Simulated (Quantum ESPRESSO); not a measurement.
## BAs (F-43m): a mode Grüneisen parameter, worked out

Aim: the Grüneisen parameter and the pressure coefficient of an optical mode of BAs (F-43m).

Program: Quantum ESPRESSO 7.5. Level of theory: DFT LDA, scalar-relativistic, plane waves, PseudoDojo norm-conserving pseudopotentials. Results are calculated unless marked as measured.

### Step 1. The relaxed structure

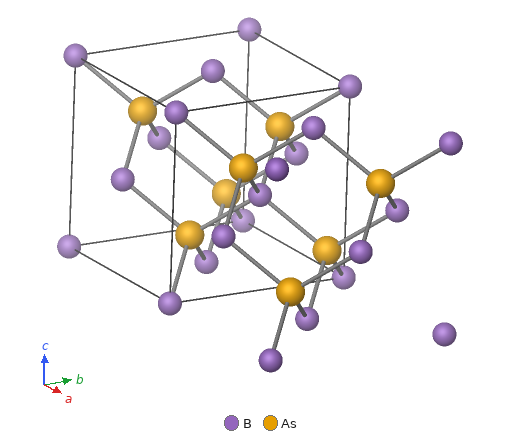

Start, viewed slightly off an axis; boron purple, arsenic orange. 2×1×1 cells are drawn. This picture shows the conventional cell, with its axes. Bonds to atoms that aren't drawn are left out. Some periodic images of atoms are drawn too.

Structure file:

```
CELL_PARAMETERS angstrom
-2.36595 0.00000 2.36595
0.00000 2.36595 2.36595
-2.36595 2.36595 0.00000
ATOMIC_POSITIONS crystal
B 0.00000 0.00000 0.00000
As 0.25000 0.25000 0.25000
```

This is the cell after its relaxation at this level of theory, not the database cell from which that began.

### Step 2. Runs at several volumes

The relaxed cell is scaled uniformly; in this structure symmetry fixes all atoms, so nothing has to be relaxed anew. Each volume gets a ground state and a response at Γ. The mode followed is the highest one without the macroscopic field, of symmetry T2; longitudinal polar modes lie higher. Cutoff 88 Ry, k mesh 12×12×12.

From the response at V/V₀ = 0.94:

The log of the run:

```text
[banners, grids, parts of the stress and lines that vanish by symmetry left out]
Program PHONON v.7.5
     Reading xml data from directory:

[...]
Exchange-correlation= PW
                           (   1   4   0   0   0   0   0)
[...]
kinetic-energy cut-off    =      88.0000  Ry
     charge density cut-off    =     352.0000  Ry
     convergence threshold     =      1.0E-18
[...]
Exchange-correlation= PW
                           (   1   4   0   0   0   0   0)
[...]
q = (   0.0000000   0.0000000   0.0000000 )
     25 Sym.Ops. (with q -> -q+G )
     G cutoff =  342.0625  (  18883 G-vectors)     FFT grid: ( 40, 40, 40)
     number of k points=    72
[...]
Mode symmetry, T_d (-43m)  point group:
[...]
Dielectric constant
[...]
End of electric fields calculation
          Dielectric constant in cartesian axis
          (       9.428007907      -0.000000000      -0.000000000 )
          (      -0.000000000       9.428007907      -0.000000000 )
          (      -0.000000000      -0.000000000       9.428007907 )
          Effective charges (d Force / dE) in cartesian axis without acoustic sum rule applied (asr)
           atom    1  B     Mean Z*:       -0.71680
      Ex  (       -0.71680        0.00000       -0.00000 )
      Ey  (        0.00000       -0.71680       -0.00000 )
      Ez  (        0.00000       -0.00000       -0.71680 )
           atom    2  As    Mean Z*:        0.71247
      Ex  (        0.71247       -0.00000        0.00000 )
      Ey  (       -0.00000        0.71247       -0.00000 )
      Ez  (        0.00000        0.00000        0.71247 )
          Effective charges Sum: Mean:       -0.00433
[...]
Effective charges (d Force / dE) in cartesian axis with asr applied:
           atom    1  B     Mean Z*:       -0.71464
[...]
atom    2  As    Mean Z*:        0.71464
[...]
Representation #   1 modes #   1   2   3
[...]
End of self-consistent calculation
     Convergence has been achieved
     Representation #   2 modes #   4   5   6
[...]
End of self-consistent calculation
     Convergence has been achieved
[...]
Dielectric constant in cartesian axis
          (       9.428007907      -0.000000000      -0.000000000 )
          (      -0.000000000       9.428007907      -0.000000000 )
          (      -0.000000000      -0.000000000       9.428007907 )
          Effective charges (d Force / dE) in cartesian axis without acoustic sum rule applied (asr)
           atom    1  B     Mean Z*:       -0.71680
      Ex  (       -0.71680        0.00000       -0.00000 )
      Ey  (        0.00000       -0.71680       -0.00000 )
      Ez  (        0.00000       -0.00000       -0.71680 )
           atom    2  As    Mean Z*:        0.71247
      Ex  (        0.71247       -0.00000        0.00000 )
      Ey  (       -0.00000        0.71247       -0.00000 )
      Ez  (        0.00000        0.00000        0.71247 )
          Effective charges Sum: Mean:       -0.00433
[...]
Effective charges (d Force / dE) in cartesian axis with asr applied:
           atom    1  B     Mean Z*:       -0.71464
[...]
atom    2  As    Mean Z*:        0.71464
[...]
q = (    0.000000000   0.000000000   0.000000000 )
[...]
freq (    1) =       0.052764 [THz] =       1.760024 [cm-1]
     freq (    2) =       0.052764 [THz] =       1.760024 [cm-1]
     freq (    3) =       0.052764 [THz] =       1.760024 [cm-1]
     freq (    4) =      22.350705 [THz] =     745.539255 [cm-1]
     freq (    5) =      22.350705 [THz] =     745.539255 [cm-1]
     freq (    6) =      22.350705 [THz] =     745.539255 [cm-1]
[...]
Mode symmetry, T_d (-43m)  point group:
     freq (   1-   3) =          1.8  [cm-1]   --> T_2  G_15 P_4   I+R
     freq (   4-   6) =        745.5  [cm-1]   --> T_2  G_15 P_4   I+R

   JOB DONE.
```

One volume, V/V₀ = 1.03, is held back as a test.

```csv
V/V₀,volume (Å³/atom),pressure (GPa),ω (cm⁻¹)
0.94,12.449,10.28,745.54
0.97,12.847,4.75,722.43
1,13.244,-0.01,700.59
1.03,13.641,-4.09,held back
1.06,14.038,-7.60,660.35
```

### Step 3. The fit

The mode Grüneisen parameter is γ = −d ln ω / d ln V.

```csv
ln(V/V₀),ln ω
-0.0619,6.6141
-0.0305,6.5826
0.0000,6.5519
0.0583,6.4928
```

A straight line through these points has the slope -1.010, so γ = 1.01; at V/V₀ = 1.03 it predicts ω = exp(6.5518 − 0.0299) = 679.86 cm⁻¹.

A parabola of pressure against ln V through V/V₀ = 0.97, 1 and 1.03 gives the bulk modulus B = −dP/d ln V = 147 GPa at V₀. With ω₀ from the fitted line the pressure coefficient follows as dω/dP = γ ω₀ / B = 1.01 × 700.5 / 147 = 4.81 cm⁻¹/GPa.

### Step 4. The run that was held back

The log of the run:

```text
[banners, grids, parts of the stress and lines that vanish by symmetry left out]
[banner, memory and clock lines left out]
Program PHONON v.7.5

[...]
Exchange-correlation= PW
                           (   1   4   0   0   0   0   0)
[...]
kinetic-energy cut-off    =      88.0000  Ry
     charge density cut-off    =     352.0000  Ry
     convergence threshold     =      1.0E-18
[...]
Exchange-correlation= PW
                           (   1   4   0   0   0   0   0)
[...]
q = (   0.0000000   0.0000000   0.0000000 )
     25 Sym.Ops. (with q -> -q+G )
     G cutoff =  363.5619  (  20395 G-vectors)     FFT grid: ( 40, 40, 40)
     number of k points=    72
[...]
Mode symmetry, T_d (-43m)  point group:
[...]
Dielectric constant
[...]
End of electric fields calculation
          Dielectric constant in cartesian axis
          (       9.754456965       0.000000000       0.000000000 )
          (       0.000000000       9.754456965       0.000000000 )
          (       0.000000000       0.000000000       9.754456965 )
          Effective charges (d Force / dE) in cartesian axis without acoustic sum rule applied (asr)
           atom    1  B     Mean Z*:       -0.45626
      Ex  (       -0.45626        0.00000        0.00000 )
      Ey  (        0.00000       -0.45626       -0.00000 )
      Ez  (        0.00000       -0.00000       -0.45626 )
           atom    2  As    Mean Z*:        0.45119
      Ex  (        0.45119       -0.00000       -0.00000 )
      Ey  (       -0.00000        0.45119       -0.00000 )
      Ez  (       -0.00000       -0.00000        0.45119 )
[...]
Representation #   1 modes #   1   2   3
[...]
End of self-consistent calculation
     Convergence has been achieved
     Representation #   2 modes #   4   5   6
[...]
End of self-consistent calculation
     Convergence has been achieved
[...]
Dielectric constant in cartesian axis
          (       9.754456965       0.000000000       0.000000000 )
          (       0.000000000       9.754456965       0.000000000 )
          (       0.000000000       0.000000000       9.754456965 )
          Effective charges (d Force / dE) in cartesian axis without acoustic sum rule applied (asr)
           atom    1  B     Mean Z*:       -0.45626
      Ex  (       -0.45626        0.00000        0.00000 )
      Ey  (        0.00000       -0.45626       -0.00000 )
      Ez  (        0.00000       -0.00000       -0.45626 )
           atom    2  As    Mean Z*:        0.45119
      Ex  (        0.45119       -0.00000       -0.00000 )
      Ey  (       -0.00000        0.45119       -0.00000 )
      Ez  (       -0.00000       -0.00000        0.45119 )
          Effective charges Sum: Mean:       -0.00507
[...]
Effective charges (d Force / dE) in cartesian axis with asr applied:
           atom    1  B     Mean Z*:       -0.45373
[...]
atom    2  As    Mean Z*:        0.45373
[...]
q = (    0.000000000   0.000000000   0.000000000 )
[...]
freq (    1) =       0.128859 [THz] =       4.298283 [cm-1]
     freq (    2) =       0.128859 [THz] =       4.298283 [cm-1]
     freq (    3) =       0.128859 [THz] =       4.298283 [cm-1]
     freq (    4) =      20.383924 [THz] =     679.934512 [cm-1]
     freq (    5) =      20.383924 [THz] =     679.934512 [cm-1]
     freq (    6) =      20.383924 [THz] =     679.934512 [cm-1]
[...]
Mode symmetry, T_d (-43m)  point group:
     freq (   1-   3) =          4.3  [cm-1]   --> T_2  G_15 P_4   I+R
     freq (   4-   6) =        679.9  [cm-1]   --> T_2  G_15 P_4   I+R
```

It gives 679.93 cm⁻¹ against the predicted 679.86 cm⁻¹, a miss of 0.07 cm⁻¹.

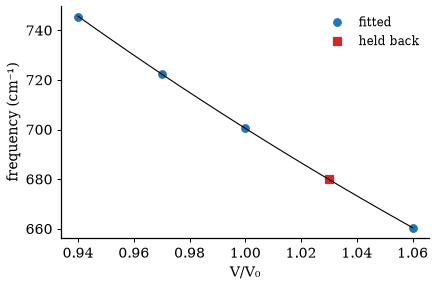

Frequency against volume, with the power-law fit.

### Step 5. Outcome

| Property | Result |
| --- | --- |
| mode Grüneisen parameter | 1.010 |
| bulk modulus | 147 GPa |
| pressure coefficient | 4.81 cm⁻¹/GPa |

**Reading.** The highest optical mode of BAs (F-43m) without the LO-TO term stiffens by 4.81 cm⁻¹ a GPa near the relaxed volume, with γ = 1.01. The power law meets all 5 runs within 0.02 %; between neighbouring volumes γ runs from 1.00 to 1.02. Such a coefficient turns a measured shift of this mode into a hydrostatic stress; uniaxial or biaxial stress splits the mode and needs deformation potentials. These are harmonic values at zero temperature for the structure held cubic, which a run at Γ can't show to be stable; the bulk modulus rests on three points.

[Host names and launcher messages were left out of these logs when they were recorded.]

[Logs are printed without paths, hosts, clocks, repeated set-up lines and the standing remarks that a program may print on its own settings, such as how far it seeks lower states.]

[Hosts, paths, dates, database ids (printed as entryN), source tags and the programs' standing remarks are cut or masked in the printed files.]
